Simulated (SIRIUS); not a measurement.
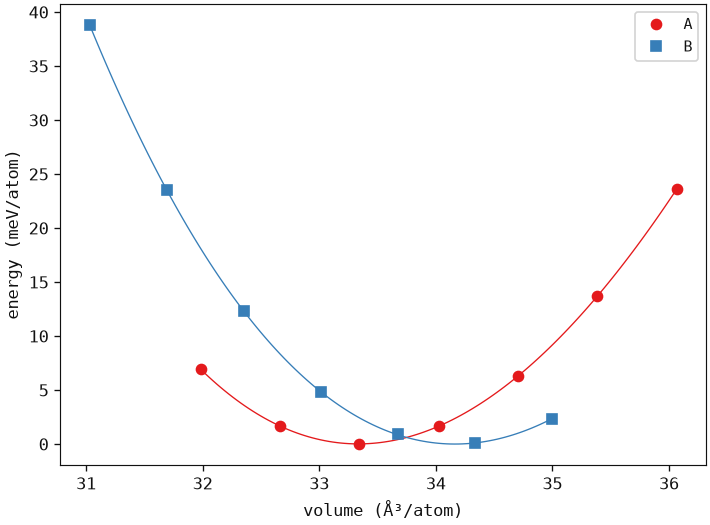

Plotted: energy against volume, with one curve for each functional, for Y (space group P6_3/mmc). The labels are replaced by letters. In alphabetical order the cases are: BLYP; RPBE.

Method: all-electron LAPW DFT, no spin polarisation; energies at scaled volumes of the given cell, shape and fractions fixed, counted from the fit's minimum, third-order Birch-Murnaghan fit (SIRIUS 7.12.0). All runs: no spin polarisation.

```tsv
setting	value
occupations	Fermi–Dirac
smearing width	0.05 eV
potentials	all electron FP LAPW
```

> Which letter stands for which functional?

A: BLYP; B: RPBE.

Caveats: shape and atomic fractions are frozen while scaling, which makes layered, chain and framework solids too stiff.
